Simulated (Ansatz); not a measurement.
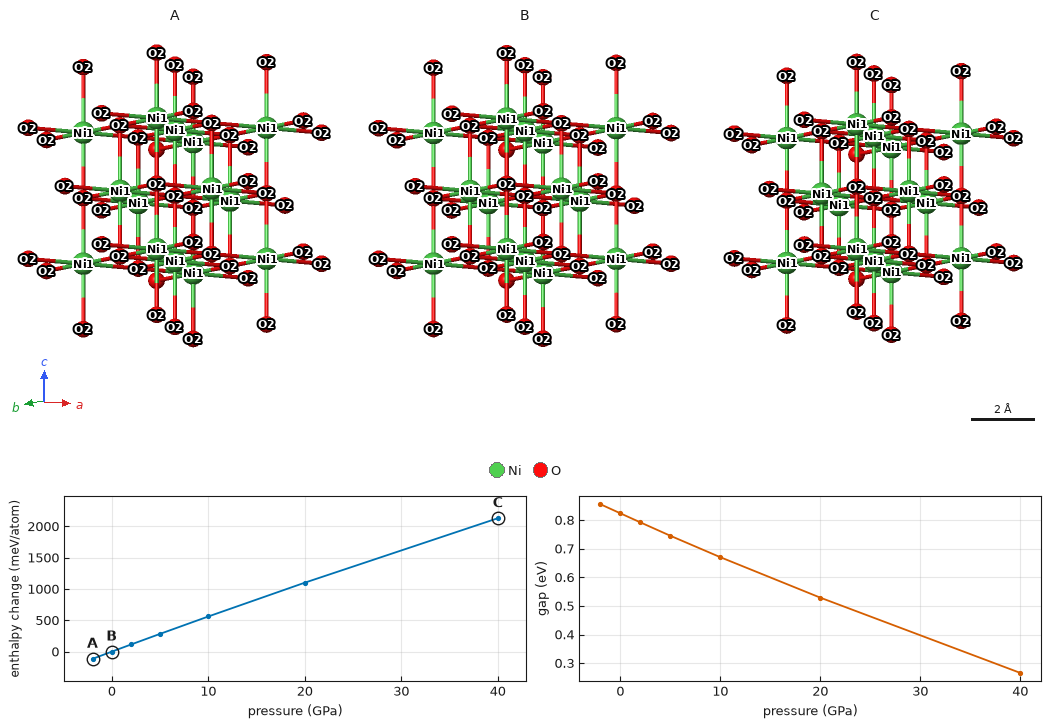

Members of a series of calculations on crystalline NiO (set up in Fm-3m), marked on the first curve. A ball-and-stick model of the conventional cell (4 times the calculation's cell), seen from a free direction. Lengths and directions refer to the drawn axes.

Level of theory: DFT r2SCAN, scalar-relativistic, plane waves, PAW in Ansatz 0.2.0. Set-up: plane-wave cutoff 500 eV; occupations gaussian; smearing width 0.02 eV; collinear spin. The k-mesh is chosen for each cell (12×12×12, 16×16×16).

**How does the crystal respond to pressure?**

The structure is relaxed at several pressures. A (pressure −2.0 GPa): enthalpy change −115 meV/atom, volume 9.27 Å³ per atom, gap 0.86 eV. B (pressure 0.0 GPa): enthalpy change 0.0 meV/atom, volume 9.19 Å³ per atom, gap 0.82 eV. C (pressure 40.0 GPa): enthalpy change 2129 meV/atom, volume 8.01 Å³ per atom, gap 0.27 eV. The rest compares A with C. The volume changes by −13.6 %, with a = b = c 4.202 → 4.002 Å (−4.8 %). Some distances before and after: Ni–O 2.101 → 2.001 Å.
